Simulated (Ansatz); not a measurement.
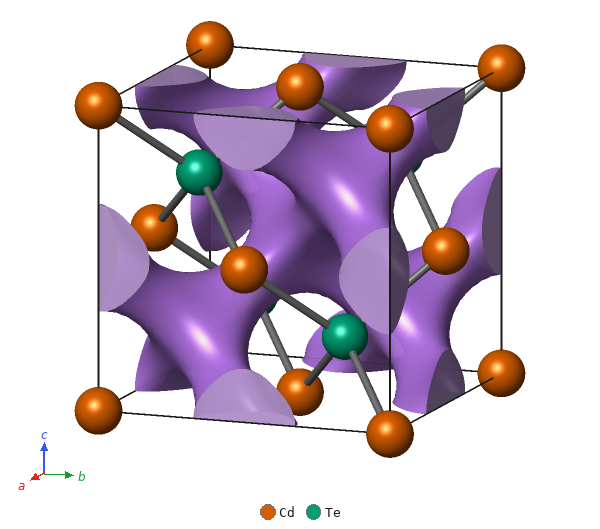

Crystal voids of CdTe (F-43m, No. 216): the purple surface encloses the regions where the procrystal electron density, the sum of the densities of spherically averaged neutral Hartree-Fock atoms, is below 0.005 e/bohr³ (1×1×1 cells, view slightly off an axis). No self-consistent density enters. Pale faces close the region where the drawn box cuts it. From Rb on the atoms have core potentials, so only their outer electrons count. The usual level for crystal voids is 0.002 e/bohr³; this crystal has almost no region below it, so a higher level is used, which marks the interstitial space of lowest density.

Origin of the cell: coordinates from a relaxation with DFT PBE, scalar-relativistic, plane waves, PAW (Ansatz 0.2.0).

```yaml
crystal:
  lattice:
    - [6.61737, 0.00000, 0.00000]
    - [0.00000, 6.61737, 0.00000]
    - [0.00000, 0.00000, 6.61737]
  atoms:
    - { symbol: Cd, position: [0.00000, 0.00000, 0.00000] }
    - { symbol: Te, position: [0.25000, 0.25000, 0.25000] }
    - { symbol: Cd, position: [0.00000, 0.50000, 0.50000] }
    - { symbol: Te, position: [0.25000, 0.75000, 0.75000] }
    - { symbol: Cd, position: [0.50000, 0.00000, 0.50000] }
    - { symbol: Te, position: [0.75000, 0.25000, 0.75000] }
    - { symbol: Cd, position: [0.50000, 0.50000, 0.00000] }
    - { symbol: Te, position: [0.75000, 0.75000, 0.25000] }
```

What share of the cell is void by this measure?

Answer. The voids take about 22 % of the cell (65 Å³ of 289.8 Å³) and are bounded by about 150 Å² of surface per cell.

Are the voids connected in the whole crystal?

Answer. Where they connect, they form a three-dimensional network.

How low does the density fall, and where?

Answer. To about 0.0017 e/bohr³ near 0.25, 0.25, 0.75 (fractional), 2.9 Å from the nearest nucleus.

At what density do the voids first join through the crystal?

Answer. At about 0.0027 e/bohr³, as a three-dimensional network.
